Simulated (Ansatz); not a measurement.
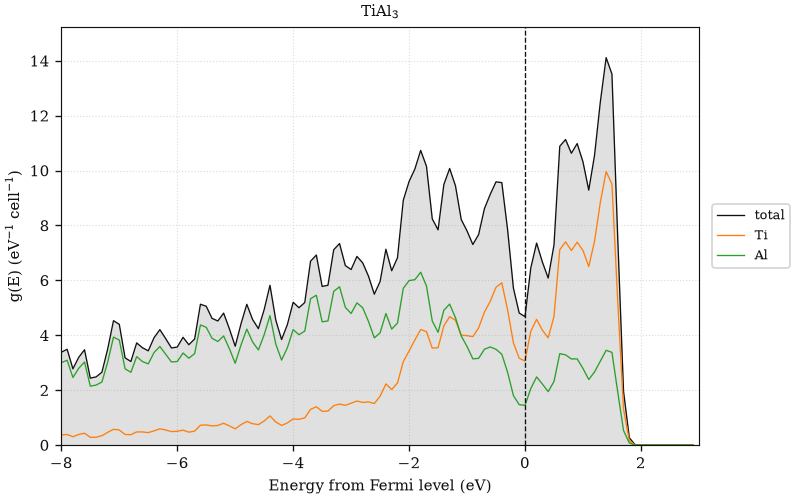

Describe the figure.

Density of states of TiAl3 (amorphous cell), 16 atoms in the cell. Computed with Ansatz: DFT r2SCAN, scalar-relativistic, plane waves, PAW, no spin polarisation, 5×5×5 k mesh, 500 eV cutoff, Gaussian smearing of 0.1 eV. Energies are counted from the Fermi level. The partial curves are projected on Löwdin-orthogonalised atomic shells.

It is a metal. The density of states at the Fermi level is about 5.8 per eV and cell (mean within 0.25 eV), or 0.36 per atom. By projected weight, the states within 0.3 eV of the Fermi level are Ti (65 %) and Al (35 %). The tallest peak in the window is at 1.4 eV; by projected weight it is Ti (75 %) and Al (25 %).
